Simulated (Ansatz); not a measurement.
Mg₉O₈: molecular dynamics (part 2 of 2)

Mg₉O₈ (defect cell, 17 atoms in the cell); DFT LDA, scalar-relativistic, plane waves, PAW, PAW set soft_1, no spin polarisation (Ansatz 0.2.0); cutoff 420 eV, 2×2×2 k-mesh, Fermi–Dirac smearing of 0.02 eV. The structure derives from an entry of the Crystallography Open Database. One setting was made poor on purpose. It belongs to a series of runs on one base structure; here: dynamics from the start.

Geometry of the input (Å; fractional positions):
```
0.0000  4.0110  4.0110
4.0110  0.0000  4.0110
4.0110  4.0110  0.0000
Mg -0.0267  0.0082  0.0097
O  0.2540  0.2489  0.2486
Mg -0.0133  0.0350  0.4894
O  0.2105  0.2317  0.7788
Mg -0.0145  0.4897  0.0354
O  0.2123  0.7786  0.2316
Mg -0.0139  0.4894  0.4896
O  0.2117  0.7790  0.7778
Mg 0.4885  0.0028  0.0014
O  0.7504  0.2404  0.2409
Mg 0.4884  0.0025  0.5077
O  0.7512  0.2400  0.7687
Mg 0.4887  0.5072  0.0020
O  0.7494  0.7685  0.2413
Mg 0.6259  0.4569  0.4594
O  0.7680  0.7444  0.7437
Mg 0.2026  0.5989  0.5994
```

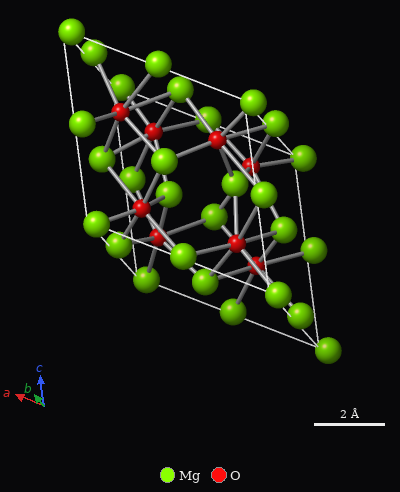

Figure 1. The geometry at step 91 of the log (ball-and-stick view of the cell of the calculation, seen at an oblique angle).

### The program's output, continued
```
md step    76: t =   114.00 fs  T =  1093.2 K  F+E_penalty+E_count = -21559.84396758 eV  E_kin = 2.402161 eV  (9 SCF iters)
md step    77: t =   115.50 fs  T =   828.5 K  F+E_penalty+E_count = -21559.86378960 eV  E_kin = 1.820512 eV  (9 SCF iters)
md step    78: t =   117.00 fs  T =   869.1 K  F+E_penalty+E_count = -21559.96830445 eV  E_kin = 1.909735 eV  (9 SCF iters)
md step    79: t =   118.50 fs  T =  1125.0 K  F+E_penalty+E_count = -21560.07855444 eV  E_kin = 2.472005 eV  (9 SCF iters)
md step    80: t =   120.00 fs  T =  1565.2 K  F+E_penalty+E_count = -21560.07475705 eV  E_kin = 3.439492 eV  (9 SCF iters)
md step    81: t =   121.50 fs  T =  1122.6 K  F+E_penalty+E_count = -21559.97217405 eV  E_kin = 2.466733 eV  (8 SCF iters)
md step    82: t =   123.00 fs  T =  1098.5 K  F+E_penalty+E_count = -21559.79246179 eV  E_kin = 2.413916 eV  (8 SCF iters)
md step    83: t =   124.50 fs  T =  1418.9 K  F+E_penalty+E_count = -21559.57342252 eV  E_kin = 3.117961 eV  (8 SCF iters)
md step    84: t =   126.00 fs  T =  1182.1 K  F+E_penalty+E_count = -21559.39556753 eV  E_kin = 2.597579 eV  (8 SCF iters)
md step    85: t =   127.50 fs  T =   972.3 K  F+E_penalty+E_count = -21559.22166929 eV  E_kin = 2.136514 eV  (7 SCF iters)
md step    86: t =   129.00 fs  T =  1168.9 K  F+E_penalty+E_count = -21559.02736037 eV  E_kin = 2.568671 eV  (8 SCF iters)
md step    87: t =   130.50 fs  T =   856.9 K  F+E_penalty+E_count = -21558.95095030 eV  E_kin = 1.882900 eV  (8 SCF iters)
md step    88: t =   132.00 fs  T =  1139.4 K  F+E_penalty+E_count = -21559.10380432 eV  E_kin = 2.503634 eV  (8 SCF iters)
md step    89: t =   133.50 fs  T =  1050.3 K  F+E_penalty+E_count = -21559.33582556 eV  E_kin = 2.308030 eV  (8 SCF iters)
md step    90: t =   135.00 fs  T =   967.9 K  F+E_penalty+E_count = -21559.55247714 eV  E_kin = 2.126970 eV  (8 SCF iters)
md step    91: t =   136.50 fs  T =  1317.5 K  F+E_penalty+E_count = -21559.73596596 eV  E_kin = 2.895209 eV  (8 SCF iters)
md step    92: t =   138.00 fs  T =  1161.7 K  F+E_penalty+E_count = -21559.75317207 eV  E_kin = 2.552775 eV  (8 SCF iters)
md step    93: t =   139.50 fs  T =  1163.1 K  F+E_penalty+E_count = -21559.72253398 eV  E_kin = 2.555838 eV  (8 SCF iters)
md step    94: t =   141.00 fs  T =  1383.1 K  F+E_penalty+E_count = -21559.81823103 eV  E_kin = 3.039214 eV  (9 SCF iters)
md step    95: t =   142.50 fs  T =  1648.9 K  F+E_penalty+E_count = -21559.96023875 eV  E_kin = 3.623228 eV  (9 SCF iters)
md step    96: t =   144.00 fs  T =  1435.8 K  F+E_penalty+E_count = -21560.12838426 eV  E_kin = 3.155080 eV  (9 SCF iters)
md step    97: t =   145.50 fs  T =   918.8 K  F+E_penalty+E_count = -21560.25226320 eV  E_kin = 2.018958 eV  (9 SCF iters)
md step    98: t =   147.00 fs  T =  1009.1 K  F+E_penalty+E_count = -21560.24979471 eV  E_kin
SCF 200 converged in 7 iterations: F = -21559.894835 eV  dr2 = 8.43e-9
md step   199: t =   298.50 fs  T =  1213.3 K  F+E_penalty+E_count = -21559.89483501 eV  E_kin = 2.666088 eV  (7 SCF iters)
iter 1 solved again at ethr=2.50e-5 eV; its pass at ethr=3.10e-3 eV (dr2=3.45e-2 eV) is discarded
SCF iter   1: F=—  HF=-21559.834340 eV  |F-HF|=—  |Δ(HF+E_count)|=         —  Δρ=4.53e-3  dr2=3.51e-2  ethr=2.50e-5  ⟨swp⟩=3.4  Hψ=2893  notcnv=0
preconditioner: auto → Resta (q_TF=auto, 2.759 Å⁻¹)  ε∞=3.5  [insulator: Δε(μ)=0.271 eV  Ē_g=16.639 eV  σ=0.020 eV  W_gap=1.00  n_scr=58 (ndim 8)  ℏωp=26.6 eV  f_vac=0.000  D(μ)=0.03/eV (n_scr^D=0)  ε∞_Penn≈3.5]
SCF iter   2: F=—  HF=-21559.826693 eV  |F-HF|=—  |Δ(HF+E_count)|=   7.65e-3  Δρ=2.02e-3  dr2=3.76e-3  ethr=2.50e-5  ⟨swp⟩=2.6  Hψ=839  notcnv=0
SCF iter   3: F=—  HF=-21559.825650 eV  |F-HF|=—  |Δ(HF+E_count)|=   1.04e-3  Δρ=8.23e-4  dr2=6.98e-4  ethr=2.72e-6  ⟨swp⟩=2.0  Hψ=1050  notcnv=0
SCF iter   4: F=—  HF=-21559.825490 eV  |F-HF|=—  |Δ(HF+E_count)|=   1.60e-4  Δρ=2.37e-4  dr2=5.35e-5  ethr=5.06e-7  ⟨swp⟩=2.0  Hψ=867  notcnv=0
SCF iter   5: F=—  HF=-21559.825479 eV  |F-HF|=—  |Δ(HF+E_count)|=   1.12e-5  Δρ=5.52e-5  dr2=2.53e-6  ethr=3.88e-8  ⟨swp⟩=2.0  Hψ=1023  notcnv=0
SCF iter   6: F=—  HF=-21559.825486 eV  |F-HF|=—  |Δ(HF+E_count)|=   6.83e-6  Δρ=2.53e-5  dr2=5.68e-7  ethr=1.83e-9  ⟨swp⟩=2.0  Hψ=1097  notcnv=0
SCF iter   7: F=-21559.825485 eV  HF=-21559.825485 eV  |F-HF|=5.62e-9  |Δ(HF+E_count)|=   1.18e-7  Δρ=4.48e-6  dr2=1.68e-8  ethr=1.23e-11  ⟨swp⟩=3.9  Hψ=2842  notcnv=0
SCF 201 converged in 7 iterations: F = -21559.825485 eV  dr2 = 1.68e-8
md step   200: t =   300.00 fs  T =  1073.6 K  F+E_penalty+E_count = -21559.82548541 eV  E_kin = 2.359235 eV  (7 SCF iters)
```

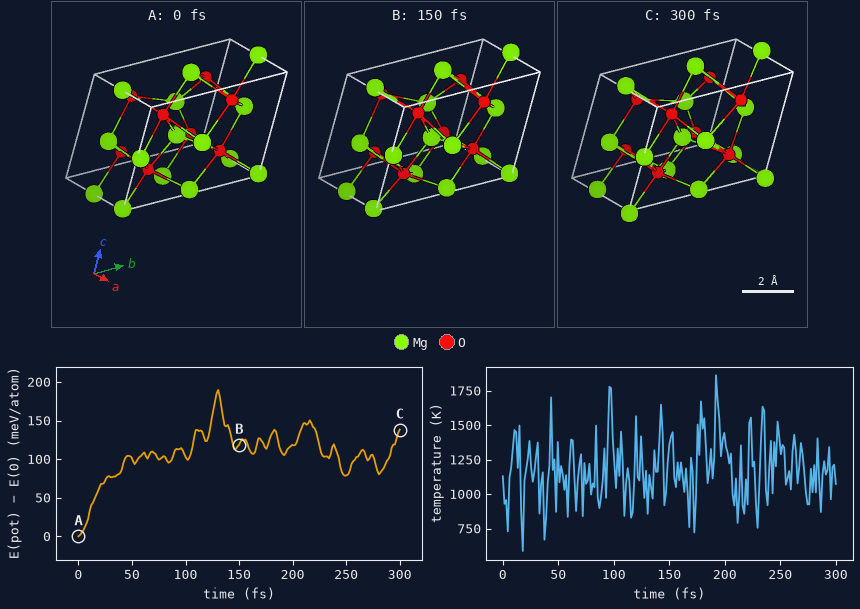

Figure 2. Frames of the molecular dynamics (ball-and-stick, reduced simulation cell, seen slightly off an axis) above the curves, on which the letters mark them. The trajectory kept here has 201 frames over 300 fs. The temperature starts at 1129 K, ranges from 588 to 1862 K and averages 1206 K over the second half. The potential energy ends 138.2 meV/atom above its first value. With the common drift removed, the root-mean-square displacement is 0.17 Å.

```
SCF converged after 7 iterations
Free energy (F): -21559.825485 eV
Harris-Foulkes:  -21559.825485 eV  (|F-HF|=5.62e-9)
Internal energy: -21559.825407 eV  (E = F + TS)
E sigma→0 (E₀):  -21559.825446 eV
Entropy (-TS):   -0.000079 eV (-0.005 meV/atom)
Fermi energy:    17.836364 eV
--- Per-component energies (eV) ---
  E_band       = -2241.216217
  E_kinetic    = 2092.886421
  E_local      = -14166.432238  (includes V_loc(G=0)·N_el)
  E_nonlocal   = 2203.891228
  E_hartree    = 4718.569457
  E_xc         = -846.924589
  E_vxc        = -1093.501770  (∫ρ·V_xc dr)
  E_paw        = -3719.436711  (= ΣΔE_a)
  E_vpaw       = -715.204638  (= ΣTr[D̂ρ^β])
  E_aug_tail   = 0.005591  (compensation charges beyond the density's cutoff)
  E_ewald      = -11844.514251
  E_core_change = 2.129686  (= ΣΔE_core)
  E_smearing   = -0.000079  (= −TS)
  E_closure    = -0.000000  (closes the sum)
  Σ components = -21559.825485   (vs F -21559.825485, Δ=0.00e0)
--- Forces (eV/Å), atoms counted from 1 ---
  atom   1  Mg     2.89963540    -1.76635023    -1.66996190
  atom   2  O      0.27760847    -0.53825426     0.07633015
  atom   3  Mg     1.42331591    -2.67639227     1.82614165
  atom   4  O      0.80963628     1.52242072     3.36984210
  atom   5  Mg    -0.73127688     1.30511858    -0.27328521
  atom   6  O      0.75943235     0.97036981    -0.45564875
  atom   7  Mg     0.57553257    -2.84497686     1.10748184
  atom   8  O      0.50295812     0.85824843    -0.41696446
  atom   9  Mg    -0.84865517    -0.84115208     1.16078053
  atom  10  O     -1.48619748     1.42149018    -1.28208418
  atom  11  Mg    -0.17888210     0.63149860     1.49325775
  atom  12  O     -0.75936997    -0.09047973    -1.72203774
  atom  13  Mg    -1.78051436    -1.25070645     1.00931620
  atom  14  O      0.81422708     0.38848304    -2.92331106
  atom  15  Mg     0.70354376     2.54563111     1.49019643
  atom  16  O     -0.37728664     0.78101592    -1.35821133
  atom  17  Mg    -2.60364177    -0.41596493    -1.43181852
  max |Σ_I F_I| component: 6.56e-5 eV/Å
--- MD trajectory: 200 steps, t = 0.0 → 300.0 fs ---
  final state: T = 1073.6 K   F+E_penalty+E_count = -21559.82548541 eV   E_kin = 2.359235 eV
```

### Trajectory as extended XYZ (Å, eV, eV/Å), 6 of the 201 frames kept, from step=0 to step=200
```
17
Lattice="0.0000 4.0110 4.0110 4.0110 0.0000 4.0110 4.0110 4.0110 0.0000" Properties=species:S:1:pos:R:3:forces:R:3 step=0 time_fs=0.0 energy=-21562.17513 temperature=1129.4
Mg    0.0715   -0.0682   -0.0741    0.0067  -0.0115  -0.0044
O     1.9957    2.0159    2.0171   -0.0102   0.0073   0.0089
Mg    2.1033    1.9095    0.0869    0.0010  -0.0121   0.0045
O     4.0532    3.9680    1.7735    0.0032   0.0059   0.0056
Mg    2.1059    0.0835    1.9057    0.0095   0.0047  -0.0070
O     4.0521    1.7805    3.9744   -0.0178   0.0154   0.0002
Mg    3.9267    1.9080    1.9069   -0.0041  -0.0192  -0.0056
O     6.2444    3.9690    3.9738   -0.0043   0.0165  -0.0076
Mg    0.0170    1.9651    1.9708    0.0031   0.0090  -0.0037
O     1.9304    3.9763    3.9741    0.0066  -0.0143   0.0144
Mg    2.0465    3.9953    1.9693   -0.0092  -0.0088   0.0013
O     4.0458    6.0963    3.9758    0.0253   0.0012  -0.0060
Mg    2.0421    1.9681    3.9945    0.0031   0.0018   0.0099
O     4.0501    3.9735    6.0882   -0.0168   0.0083  -0.0111
Mg    3.6752    4.3530    4.3430   -0.0040  -0.0345   0.0312
O     5.9689    6.0634    6.0660    0.0084   0.0115  -0.0196
Mg    4.8062    3.2170    3.2147   -0.0005   0.0187  -0.0111
17
Lattice="0.0000 4.0110 4.0110 4.0110 0.0000 4.0110 4.0110 4.0110 0.0000" Properties=species:S:1:pos:R:3:forces:R:3 step=40 time_fs=60.0 energy=-21560.36102 temperature=1209.3
Mg   -0.0203   -0.0661   -0.0895    0.2479   0.0570  -0.2997
O     1.9914    1.9584    1.8937   -0.7356   0.6065   0.9716
Mg    2.1020    1.8149    0.0199   -0.7555   1.6988  -1.3339
O     3.9309    3.9388    1.7538    1.0344   0.1534   0.1323
Mg    2.1544    0.0960    1.8817   -0.9665  -1.6393   1.5058
O     4.0435    1.8909    4.0352    0.2161  -1.4789  -0.4563
Mg    3.8507    2.0319    1.9415    1.3441  -1.3890  -1.1656
O     6.2252    4.0879    4.0660   -2.0451  -1.2103  -1.9956
Mg   -0.0482    1.8712    1.9476    0.1543   0.3220   0.7068
O     1.7401    4.0165    4.0994    2.7760  -0.6986  -1.0238
Mg    1.9948    3.9684    1.9659    0.9254   0.5546   0.4593
O     4.0923    6.0537    4.0467   -0.8877   0.8700  -1.2612
Mg    2.0991    2.0288    3.8667   -1.3573   0.2211   1.5937
O     4.1724    4.0305    6.0273   -2.5715  -0.6350   1.2317
Mg    3.6461    4.3295    4.3445   -0.8871   0.7510   0.3864
O     5.8799    5.9825    5.9258    0.9948   1.6587   1.9294
Mg    4.7633    3.2924    3.2393    2.5134   0.1580  -1.3809
17
Lattice="0.0000 4.0110 4.0110 4.0110 0.0000 4.0110 4.0110 4.0110 0.0000" Properties=species:S:1:pos:R:3:forces:R:3 step=80 time_fs=120.0 energy=-21560.07476 temperature=1565.2
Mg    0.0331   -0.1711   -0.1936    0.4440   2.7791   4.9110
O     1.9911    2.1186    1.8941   -0.8370  -0.8740   0.7099
Mg    2.1424    1.9022   -0.0823   -0.7093  -0.0426   1.6511
O     4.0671    4.0911    1.7492   -0.4558  -0.7241  -1.0977
Mg    2.1729   -0.0536    1.9106   -1.7605   1.8363   0.9973
O     3.9821    1.8743    3.9020    0.5866  -1.5774  -0.2881
Mg    3.8128    1.9952    1.7932    1.1564   0.5326   0.6800
O     6.1496    3.9877    4.0638    0.9467  -0.0699  -1.2171
Mg    0.0045    1.9877    1.8425    1.1718  -0.9476   0.4112
O     1.9413    3.9893    4.1133   -3.5197  -0.7581  -2.6146
Mg    1.9378    4.0926    1.9909    1.2412  -1.2561   0.0178
O     4.1349    6.0549    3.8390   -0.8439  -1.1994   0.6057
Mg    2.0881    1.9633    3.9587   -1.0712   0.1247  -0.6938
O     4.0202    3.9246    6.1338    0.2010   0.6603  -2.6023
Mg    3.5775    4.2557    4.4130    2.8955   1.5145  -0.5574
O     5.7944    6.0227    6.0809    1.0279   0.8304  -0.8029
Mg    4.7494    3.3318    3.1822   -0.4737  -0.8285  -0.1103
17
Lattice="0.0000 4.0110 4.0110 4.0110 0.0000 4.0110 4.0110 4.0110 0.0000" Properties=species:S:1:pos:R:3:forces:R:3 step=120 time_fs=180.0 energy=-21559.94036 temperature=1473.3
Mg    0.0388   -0.0840   -0.2431   -2.0394  -0.3619   2.1596
O     1.9863    1.9316    2.0136    0.4476  -0.1506  -2.2746
Mg    2.1484    1.9424   -0.0851   -0.5299  -0.2724   0.8330
O     4.0372    3.8829    1.6205   -0.5242   1.4262  -0.5265
Mg    2.1983   -0.1027    1.8828   -2.4090   2.0889   1.1094
O     4.1256    1.8384    3.8268   -0.4726  -4.2455   1.8635
Mg    3.9025    1.9639    1.9246   -0.3985  -1.3470  -3.4248
O     6.0500    3.9906    4.0124    1.4398  -0.1706  -1.4105
Mg    0.1053    1.9549    1.8340   -0.7134  -1.3026   0.1550
O     1.7687    3.9332    4.0237    1.6538   1.3884  -0.7717
Mg    1.9849    4.0807    1.9196    1.7816  -0.5682   0.4851
O     4.0845    5.9181    3.8883   -0.4564   1.5640  -0.1048
Mg    2.0948    2.0337    3.8435   -0.7556  -0.6399   1.8243
O     4.1048    4.0610    5.9624    0.0581  -0.8990   2.0418
Mg    3.5063    4.2266    4.3609   -0.2562   2.2352  -1.7393
O     5.9332    6.1279    5.9593    0.5348  -1.8649   0.6167
Mg    4.6168    3.2857    3.1529    2.6396   3.1198  -0.8363
17
Lattice="0.0000 4.0110 4.0110 4.0110 0.0000 4.0110 4.0110 4.0110 0.0000" Properties=species:S:1:pos:R:3:forces:R:3 step=160 time_fs=240.0 energy=-21560.24230 temperature=1188.0
Mg    0.0355   -0.0998   -0.0786    2.3116   0.1650  -2.2079
O     2.0300    1.9096    1.9078    0.4644  -0.0903   0.1099
Mg    2.1127    2.0003    0.0321    1.0377  -2.1830  -0.6419
O     4.0476    3.9906    1.6806    0.6060   0.2274   1.6472
Mg    2.2037   -0.0955    1.9350   -0.0025   1.2947  -0.3322
O     4.1326    1.7630    3.8358    1.0674  -0.5505  -0.0202
Mg    3.9341    2.0145    1.8926    1.4146  -1.6161  -1.8807
O     6.2652    3.9965    3.9910   -0.8781   0.2083  -1.1141
Mg    0.0738    1.9780    1.7983    0.1187  -0.4993   1.6558
O     1.9066    3.9022    4.0217   -1.6976   1.2938  -0.5694
Mg    2.0892    4.0146    1.9121    0.6407   0.4765   1.1140
O     4.1657    6.0796    3.9152   -1.0502  -1.8619   0.2483
Mg    2.2641    2.0282    3.8328   -2.6988  -0.7189   1.1482
O     4.2691    4.0696    6.0069   -2.0508  -0.3869   1.9700
Mg    3.5457    4.1660    4.4154    0.8637   3.9557  -0.4438
O     6.0472    6.0184    6.0896   -0.0592   0.7475  -0.3510
Mg    4.7787    3.3930    3.1969   -0.0875  -0.4617  -0.3321
17
Lattice="0.0000 4.0110 4.0110 4.0110 0.0000 4.0110 4.0110 4.0110 0.0000" Properties=species:S:1:pos:R:3:forces:R:3 step=200 time_fs=300.0 energy=-21559.82549 temperature=1073.6
Mg   -0.0466   -0.0891    0.0112    2.8996  -1.7664  -1.6700
O     2.0495    1.9461    1.8563    0.2776  -0.5383   0.0763
Mg    2.1338    1.8590   -0.0811    1.4233  -2.6764   1.8261
O     3.9580    3.8670    1.7528    0.8096   1.5224   3.3698
Mg    2.2031   -0.0766    1.9295   -0.7313   1.3051  -0.2733
O     4.1000    1.6570    3.8300    0.7594   0.9704  -0.4556
Mg    3.9560    2.0298    1.7682    0.5755  -2.8450   1.1075
O     6.2077    4.0679    3.9060    0.5030   0.8582  -0.4170
Mg    0.1291    2.0262    1.7635   -0.8487  -0.8412   1.1608
O     1.9134    3.8557    4.1014   -1.4862   1.4215  -1.2821
Mg    1.9300    3.9561    1.7664   -0.1789   0.6315   1.4933
O     4.1464    5.9714    3.9785   -0.7594  -0.0905  -1.7220
Mg    2.2383    2.0467    3.7849   -1.7805  -1.2507   1.0093
O     4.0066    3.9691    6.2418    0.8142   0.3885  -2.9233
Mg    3.6173    4.1896    4.2910    0.7035   2.5456   1.4902
O     6.0549    5.9539    6.1032   -0.3773   0.7810  -1.3582
Mg    4.8978    3.1779    3.2698   -2.6036  -0.4160  -1.4318
```

### Results in brief

```tsv
quantity	value
outcome	finished
mean temperature over the second half	1206 K
trajectory	200 steps, 300 fs
ensemble	nvt_langevin
temperature in the input	1200.0 K
time step	1.5 fs
electrons treated	138
potential energy (free energy of the electrons) (last step)	−21559.8255 eV
Fermi energy (last step)	17.836 eV
largest force (length of the vector) (last step)	3.785 eV/Å
hardware	1 thread of Arm Neoverse V2, 24 GiB of memory available, shared host
wall time	11 min
peak memory	0.42 GiB
```

Warnings of the run: the PAW datasets were made with another functional. A deliberately poor setting: heavy friction. The input asks for low accuracy. The k-point mesh is coarse for a cell of this size, so the results may not be converged. So short a trajectory is not equilibrated. The logged temperature at the start can lie below the typed one, since it is counted over all degrees of freedom.
